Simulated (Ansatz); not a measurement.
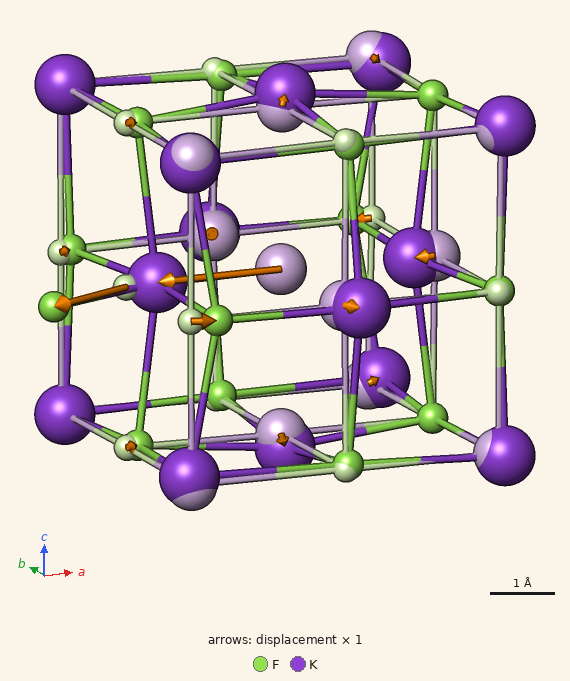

A relaxation of a defect cell of composition F32K32. The starting structure is drawn faded, the final one solid; orange arrows show the displacements, at their true length.

The picture is a ball-and-stick view of the atoms within 5.0 Å of the atom that moves most (axes of the cell of the calculation (origin shifted)), seen slightly off an axis.

All numbers below come from Ansatz, DFT, PBEsol, PAW, plane waves. Set-up: plane-wave cutoff 420 eV; k-point mesh 1 × 1 × 1; mesh shifted by (0.25, 0.25, 0.25); no spin polarisation; atoms relaxed in a fixed cell; force threshold 0.03 eV/Å; at most 80 steps.

Question: What happened in the run?

Answer: The atom that moves furthest is a K atom (2.14 Å along −a). By element the largest moves are K 2.14 Å, F 1.73 Å. The lattice vectors keep their values. Some distances before and after: K–K 2.608 → 4.409 Å, F–K 3.756 → 2.649 Å, F–K 3.736 → 2.645 Å, F–K 3.724 → 2.634 Å. New bonds form: F–K (3.72 → 2.63 Å), F–K (3.74 → 2.65 Å), F–K (3.76 → 2.65 Å), F–K (3.80 → 2.81 Å). The energy falls by 6.874 eV per cell of the calculation in 17 geometry steps. The largest force component goes from 3.3 to 0.025 eV/Å. Cost: 18 s on 1 × NVIDIA GB300 Max-Q with 8 threads of Arm Neoverse-V2, peak memory 1.8 GiB.
